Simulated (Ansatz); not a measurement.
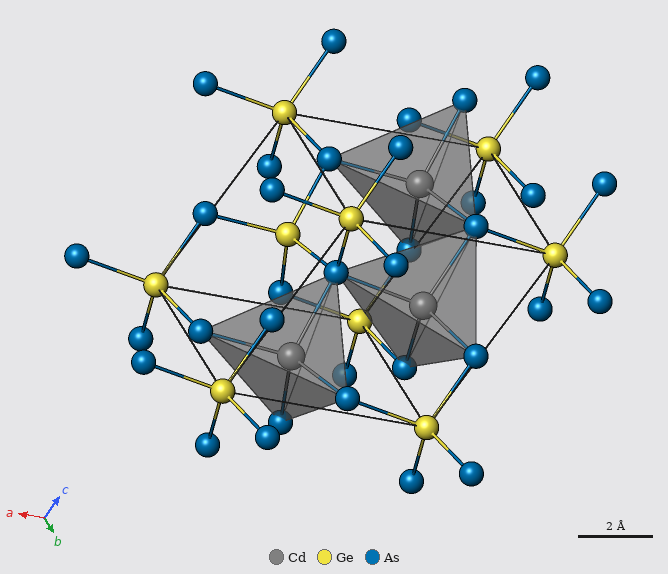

We look at a polyhedral model of the crystal from a general direction. The simulation cell is drawn as a box. Some neighbours outside the box are added.

Input for the calculation:
```yaml
crystal:
  lattice:
    - [-3.0200058713, 3.0200058713, 5.5820259783]
    - [3.0200058713, -3.0200058713, 5.5820259783]
    - [3.0200058713, 3.0200058713, -5.5820259783]
  atoms:
    - { symbol: Cd, position: [0.25, 0.75, 0.5] }
    - { symbol: Cd, position: [0.5, 0.5, 0.0] }
    - { symbol: Ge, position: [0.0, 0.0, 0.0] }
    - { symbol: Ge, position: [0.75, 0.25, 0.5] }
    - { symbol: As, position: [0.875, 0.3456263295, 0.9706263295] }
    - { symbol: As, position: [0.6543736705, 0.625, 0.5293736705] }
    - { symbol: As, position: [0.375, 0.9043736705, 0.0293736705] }
    - { symbol: As, position: [0.0956263295, 0.125, 0.4706263295] }
kpoints:
  mp_grid: { grid: [4, 4, 4] }
  band_path:
    path:
      - [0.0, 0.0, 0.0]
      - [0.0, 0.0, 0.5]
      - [0.25, 0.25, 0.25]
      - [0.0, 0.5, 0.0]
      - [0.5, 0.5, -0.5]
      - [0.3199717207, 0.6800282793, -0.3199717207]
      - [-0.3199717207, 0.3199717207, 0.3199717207]
      - [-0.1399434414, 0.1399434414, 0.5]
      - [0.5, 0.5, -0.1399434414]
      - [-0.021484, 0.021484, -0.021322]
    npoints: 1
hamiltonian:
  xc: hse06
scf:
  occupations: { method: fermi_dirac, width: 0.02 }
  n_extra_bands: 6
output:
  forces: true
  stress: true
  eigenvalues: true
```

The calculation used DFT, HSE06, plane waves, PAW (Ansatz), with plane waves up to 420 eV, 4×4×4 k-points, Fermi-Dirac smearing of 0.02 eV, no spin polarisation.

Does it come out as a metal, or with a gap?

A semiconductor at this level, with a gap of 0.36 eV, direct.

Would the cell expand or shrink if it could?

The computed pressure is -0.4 GPa (stretched: it would shrink).

The model was built from a structure listed in the Materials Project. The cell was then strained or its atoms displaced on purpose. It was the input of a calculation with Ansatz.
